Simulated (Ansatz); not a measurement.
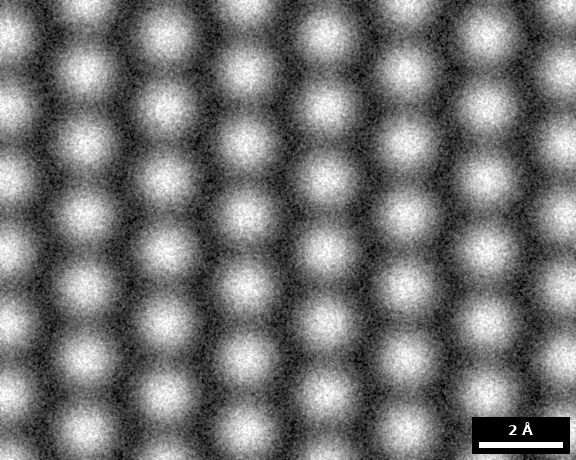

HAADF-like image of Lu. Simulated incoherent Z contrast: every atom adds Z^1.7 spread by a probe of 1.07 Å full width; channelling and multiple scattering are left out. The probe carries 25 % of its weight in a tail 2.5 times as wide. The display is stretched by a gamma of 0.65; percentages refer to the linear signal. Shot noise was added.

Give the net of the columns and its spacings.

Answer. The pattern repeats on a centred rectangular net of 1.7 × 3.9 Å.

Which plane group does this projection have?

Answer. c2mm: perpendicular mirror lines on a centred net, with further twofold points between them.

How many columns does the smallest repeating cell hold, and how many levels of brightness?

Answer. 1 column in the primitive cell of 3.4 Å², all of one brightness.

The crystal is Lu (Im-3m, No. 229) seen along [210]. Structure: a calculation's starting geometry; the starting structure was generated, so it need not be a known form of this composition.
